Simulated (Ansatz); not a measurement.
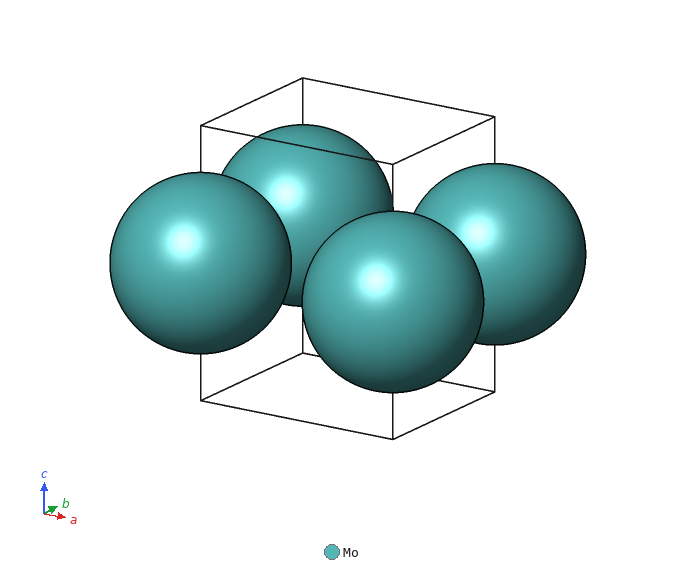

View from a general direction, drawn as a spheres-only model. The simulation cell is drawn as a box.

Input deck:
```yaml
crystal:
  lattice:
    - [2.6534450853, 0.0, 0.0]
    - [-1.3267225426, 2.2979508514, 0.0]
    - [0.0, 0.0, 2.478525279]
  atoms:
    - { symbol: Mo, position: [0.0, 0.0, 0.5] }
basis:
  ecutwfc: 500
kpoints:
  mp_grid: { grid: [18, 18, 18] }
hamiltonian:
  xc: r2scan
scf:
  occupations: { method: gaussian, width: 0.15 }
output:
  forces: true
  stress: true
  eigenvalues: true
```
Run as:
```sh
ansatz run input.yaml --threads 1 --pin off --max-ram 2560MiB --backend cpu --events-out ev --progress --plain --runs-dir out
```

The numbers come from Ansatz, DFT r2SCAN, scalar-relativistic, plane waves, PAW, using plane-wave cutoff 500 eV, k-points on an 18×18×18 grid, Gaussian smearing of 0.15 eV, no spin polarisation.

### Is it conducting or gapped at this level?

A metal: bands cross the Fermi level.

### Under what pressure is the structure?

The computed pressure is 24.9 GPa (compressed: it would expand). The stress isn't hydrostatic: its largest component is 27.3 GPa.

It derives from a structure listed in the Materials Project. The cell was then strained or its atoms displaced on purpose. It was run through Ansatz as a DFT input.

At this level of theory the run's own cell isn't at rest (compressed, at 25 GPa), so its distances can differ from those at equilibrium, the more so the softer the solid.
